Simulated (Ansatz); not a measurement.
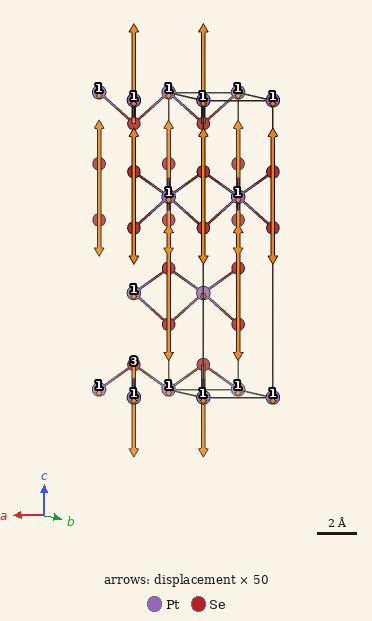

A relaxation of a crystal of PtSe2 (built on the 3R (MoS2) bulk type). The starting structure is drawn; orange arrows show the displacements (the part carried along by the change of the cell is left out), 50 times their true length.

A ball-and-stick model of the conventional cell (3 times the calculation's cell), repeated 2 × 1 × 1 with one cell outlined, seen from a free direction. Lengths and directions refer to the drawn axes.

The calculation used DFT, r2SCAN+rVV10, plane waves, PAW (Ansatz 0.2.0).

Input
```yaml
crystal:
  lattice:
    - [1.8181302012, 1.0496979611, 5.2294527783]
    - [-1.8181302012, 1.0496979611, 5.2294527783]
    - [0.0, -2.0993959222, 5.2294527783]
  atoms:
    - { symbol: Pt, position: [-0.0012376307, -0.0012376307, -0.0012376307] }
    - { symbol: Se, position: [0.4284459041, 0.4284459041, 0.4284459041] }
    - { symbol: Se, position: [0.2394583933, 0.2394583933, 0.2394583933] }
kpoints:
  mp_grid: { grid: [8, 8, 8] }
hamiltonian:
  xc: r2scan
  dispersion: rvv10
scf:
  occupations: { method: fermi_dirac, width: 0.02 }
relax:
  f_tol: 0.005
  cell: {}
output:
  write_density: true
  write_potential: true
  elf: true
  volumetric_format: npy
```

Command:
```bash
ansatz run input.yaml --threads 2 --pin off --max-ram 2211MiB --backend cpu --events-out ev --progress --plain --runs-dir out
```

Q: Which element moves most?

A: Selenium: up to 0.11 Å, against 0.01 Å for platinum.

Q: What happened in the run?

A: The energy falls by 11.2 meV per atom in 4 accepted moves (6 points after the start). Largest force component: 0.28 eV/Å at the start, 0.0023 eV/Å at the end. The pressure goes from 0.44 to 0.00 GPa. The line search rejected the trial step at point 2 of the run. The SCF was repeated once at an unchanged geometry on a basis and grid sized afresh for the cell, which shifted the energy by 0.2 meV per atom at most. The atom that moves furthest relative to the cell is Se2 (0.11 Å along +c). Largest moves by element: Se 0.11 Å, Pt 0.01 Å. The volume changes by +5.2 %, with a = b 3.636 → 3.641 Å (+0.1 %), c 15.688 → 16.454 Å (+4.9 %). Near-neighbour distances that change, for instance: Pt1–Se2 2.587 → 2.566 Å, Pt1–Se3 2.553 → 2.544 Å. The space group stays R3m (No. 160).
